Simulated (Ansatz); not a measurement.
System: Al2Cu.

The calculation's input:

```
crystal:
  lattice:
    - [-3.0335, 3.0335, 2.4385]
    - [3.0335, -3.0335, 2.4385]
    - [3.0335, 3.0335, -2.4385]
  atoms:
    - { symbol: Al, position: [0.1581, 0.6581, 0.8162] }
    - { symbol: Al, position: [0.6581, 0.8419, 0.5] }
    - { symbol: Al, position: [0.8419, 0.3419, 0.1838] }
    - { symbol: Al, position: [0.3419, 0.1581, 0.5] }
    - { symbol: Cu, position: [0.75, 0.75, 0.0] }
    - { symbol: Cu, position: [0.25, 0.25, 0.0] }
basis:
  ecutwfc: 420
kpoints:
  mp_grid: { grid: [10, 10, 10] }
hamiltonian:
  xc: pbesol
scf:
  occupations: { method: gaussian, width: 0.1 }
output:
  forces: true
  stress: true
  eigenvalues: true
  write_density: true
  write_potential: true
  elf: true
  volumetric_format: npy
relax:
  adjacent_minimum: "off"
  f_tol: 0.005
  max_steps: 80
  cell: { stress_tol: 0.05 }
```

Command:

```sh
ansatz run input.yaml --threads 1 --pin off --max-ram 2560MiB --backend cpu --events-out ev --progress --plain --runs-dir out
```

Below, planes, directions and counts refer to the conventional cell (a = 5.99 Å, b = 5.99 Å, c = 4.83 Å, α = 90.00°, β = 90.00°, γ = 90.00°).

The fields are those of the run's last geometry, not of the input's.

Space group I4/mcm; computed without spin polarisation.

All numbers below come from Ansatz, DFT PBEsol, scalar-relativistic, plane waves, PAW.

What will maps of the valence pseudo-density and electron localisation function show?

Al–Al (2.70 Å): ρ is about 0.26 e/Å³ halfway; the ELF peaks at about 0.85 between the atoms.

Does the calculation give a band gap?

It is gapless in this calculation (a metal or semimetal).

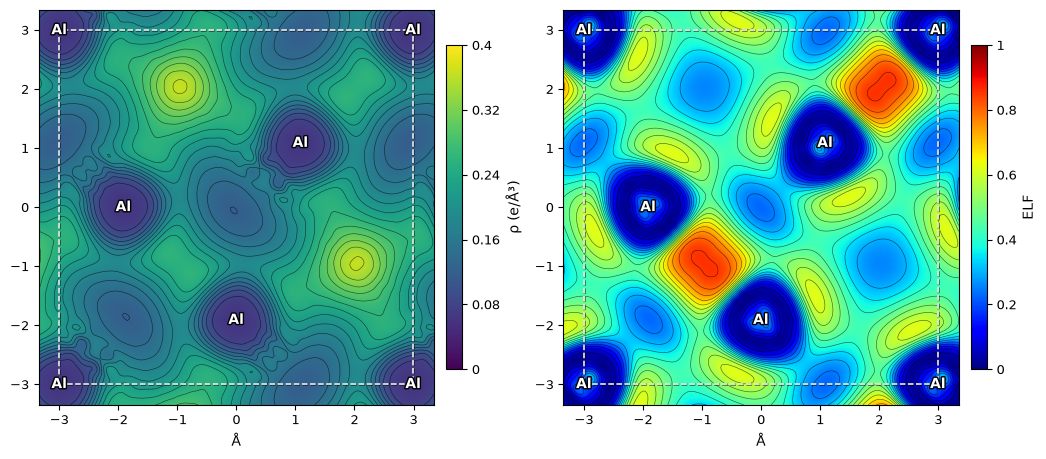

Computed valence pseudo-density and electron localisation function on the (001) plane of the conventional cell, in this order. 

The density is the valence pseudo-density of a PAW calculation; it isn't the true density close to the nuclei.
